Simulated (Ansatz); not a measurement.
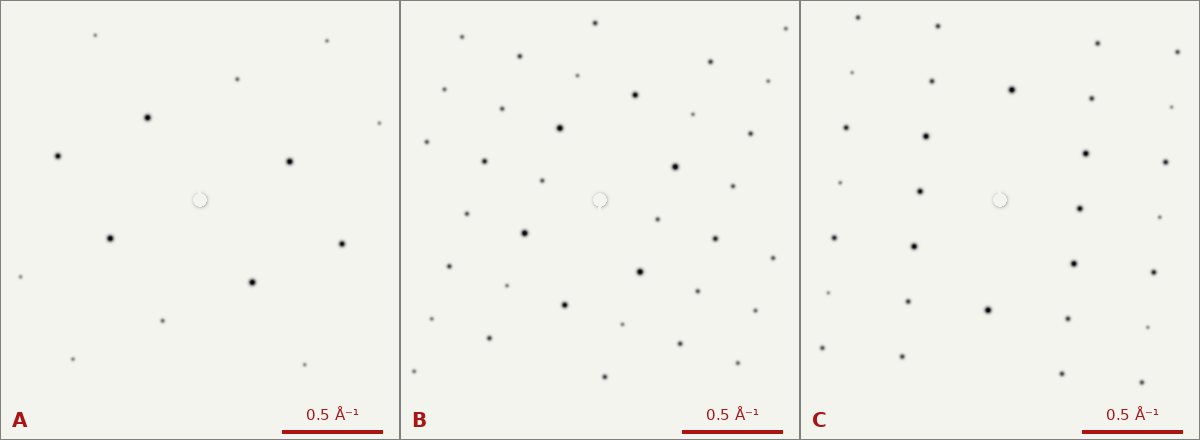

The patterns are kinematic simulations for 300 kV electrons (no multiple scattering; isotropic B = 0.5 Å²).

All three come from Ir, space group Cmcm (No. 63), a = 2.69 Å, b = 6.57 Å, c = 3.61 Å. Structure: coordinates from a relaxation with Ansatz, DFT, revPBE, plane waves (420 eV) with PAW, scalar-relativistic; the starting structure was generated, so it need not be a known form of this composition.

```
atom  site  symmetry       x       y       z
  Ir    4c       m2m  0.0000  0.3522  0.7500
```

### Assign the zone axes [011], [100], [110] to A, B and C.

A is [011]: centred rectangular net of 1 -1 1 at d = 2.05 Å and 1 1 -1 at d = 2.05 Å, at 80.7°. B is [100]: rectangular net of 0 0 1 (itself extinct) at d = 3.61 Å and 0 2 0 at d = 3.29 Å, at 90.0°. C is [110]: rectangular net of 0 0 1 (itself extinct) at d = 3.61 Å and 1 -1 0 at d = 2.49 Å, at 90.0°.
